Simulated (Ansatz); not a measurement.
Consider K.

Space group Pm-3m. This isn't the usual form at ambient conditions. The cell comes from a database of computed structures, not from a measurement.

```xyz
1
Lattice="4.3104 0.0000 0.0000 0.0000 4.3104 0.0000 0.0000 0.0000 4.3104" Properties=species:S:1:pos:R:3 pbc="T T T"
K     0.0000    0.0000    0.0000
```

Method: DFT LDA, scalar-relativistic, plane waves, PAW (Ansatz).

Q: What makes up the frontier states of this crystal?

A: The calculation finds no gap at the Fermi level.
The states at the Fermi level: K 4s (over 95 %) by Löwdin projection on a minimal orbital set.

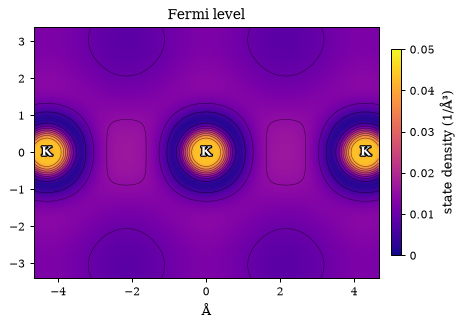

Computed densities of these states (window −0.25 to +0.25 eV about the Fermi level) on the (101) plane of the conventional cell.

Core electrons are frozen (PAW), so the fields are smoothed inside the atomic spheres.

Cost of the run: 0.91 s on 1 thread of Intel(R) Xeon(R) 6975P-C (Granite Rapids), on a shared host, peak memory 0.33 GiB.
